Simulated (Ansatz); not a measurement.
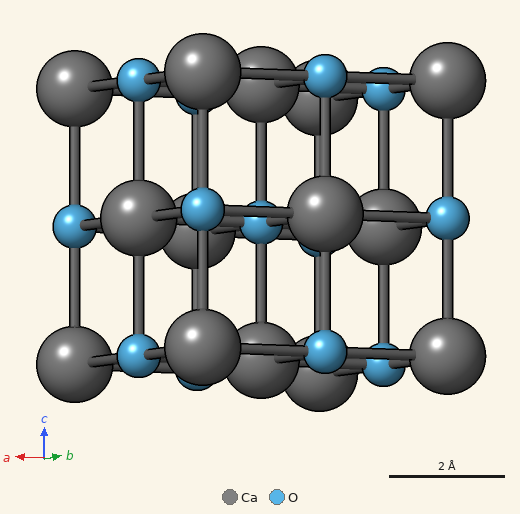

Reference structure: a crystal of CaO (set up in Fm-3m). The picture is a ball-and-stick view of the conventional cell (4 times the calculation's cell), seen from a free direction. Lengths and directions refer to the drawn axes.

These are results of DFT PBE, scalar-relativistic, plane waves, PAW (Ansatz), not measurements. (plane-wave cutoff 420 eV; k-point mesh 8 × 8 × 8; occupations gaussian; smearing width 0.02 eV; no spin polarisation)

Change: All lengths are scaled by +2.0 % (volume +6.0 %), the atoms keeping their fractional coordinates. No relaxation follows.

Input file:
```yaml
crystal:
  lattice:
    - [0.0, 2.4624220439, 2.4624220439]
    - [2.4624220439, 0.0, 2.4624220439]
    - [2.4624220439, 2.4624220439, 0.0]
  atoms:
    - { symbol: Ca, position: [0.0, 0.0, 0.0] }
    - { symbol: O, position: [0.5, 0.5, 0.5] }
basis:
  ecutwfc: 420
kpoints:
  mp_grid: { grid: [8, 8, 8] }
hamiltonian:
  xc: pbe
scf:
  occupations: { method: gaussian, width: 0.02 }
output:
  forces: true
  stress: true
  eigenvalues: true
```

Run as
```bash
ansatz run input.yaml --threads 1 --pin off --max-ram 2560MiB --backend cpu --events-out ev --progress --plain --runs-dir out
```

**What does the calculation give for the changed structure?**

Among the bonded contacts that change: Ca–O 2.415 → 2.462 Å. The space group stays Fm-3m (No. 225). Energy change: +14.8 meV per atom. Pressure: 0.0 GPa before, −5.4 GPa after. All forces vanish by symmetry.

The changed structure in the same view:

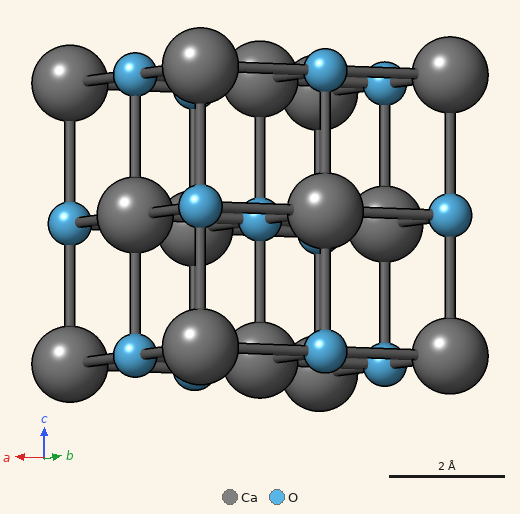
